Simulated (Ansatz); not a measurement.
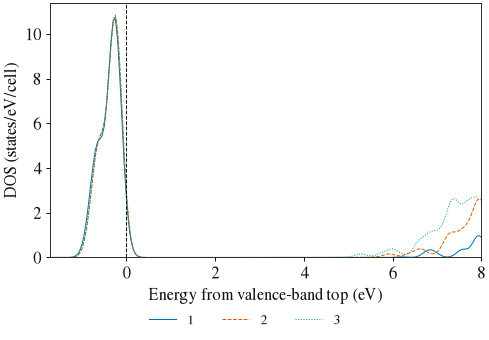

Total densities of states of KCl, space group Fm-3m, 2 atoms in the cell, rocksalt type, hydrostatic strain +3.0%, by three methods on the same cell. The curves are built from the levels of the k mesh with Gaussians 0.3 eV wide, which also blur the band edges. Each is counted from its own valence-band top.

### Which curve is which? The methods: r2SCAN, PBE, HSE06.

1 is HSE06; 2 is r2SCAN; 3 is PBE. HSE06 gives a gap of 6.19 eV, r2SCAN gives a gap of 5.53 eV and PBE gives a gap of 4.90 eV.

Settings. HSE06: DFT, HSE06, plane waves, PAW, no spin polarisation, 6×6×6 k mesh, 420 eV cutoff (Ansatz). r2SCAN: DFT, r2SCAN, plane waves, PAW, no spin polarisation, 8×8×8 k mesh, 500 eV cutoff (Ansatz). PBE: DFT, PBE, plane waves, PAW, no spin polarisation, 8×8×8 k mesh, 420 eV cutoff (Ansatz).
